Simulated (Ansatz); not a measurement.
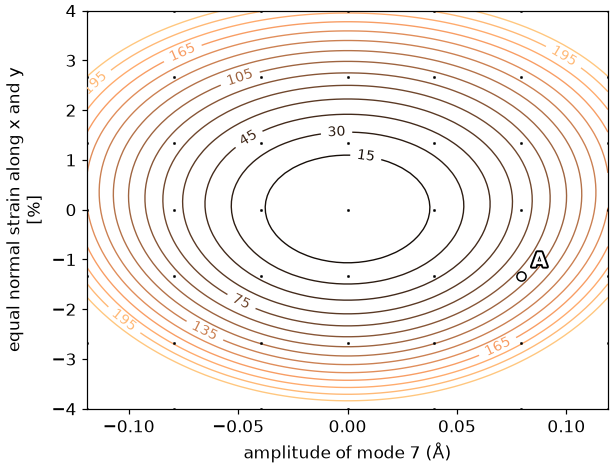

Si₂Mo (I4/mmm, No. 139; 3 atoms in the cell). 
- The energy is mapped over a normal mode and a strain (zone-centre modes of the 3-atom cell of this scan) (x along [1 0 0], y along [0 1 0], z along [0 0 1] of the conventional cell).
- Coordinates scanned: (1) amplitude of mode 7 (320 cm⁻¹), largest displacement in the unstrained cell; (2) equal normal strain along x and y.
- Nothing is relaxed (the pattern is fixed in fractional coordinates).
- Grid: 7 × 7 points; 28 points were computed and 21 follow by symmetry.
- Points are written as (first, second).
- Energies: meV per cell, counted from the lowest grid point.
- Level of theory: DFT PBE, scalar-relativistic, plane waves, PAW (Ansatz 0.2.0). Settings: cutoff 420 eV, k-mesh 18×18×18, gaussian smearing 0.15 eV, no spin polarisation.

The picture shows contour lines labelled in meV (none above 210), dots at the grid points, the point A. Between grid points the surface is interpolated.

Q: Which way does the force act at A, and how strong is it?

A: A, at (0.079 Å, −1.33 %), is not a stationary point. The computed force is 1800 meV for each Å towards smaller values of the first coordinate and 41 meV for each 1 % towards larger values of the second coordinate.

PAW datasets: the set soft_1.
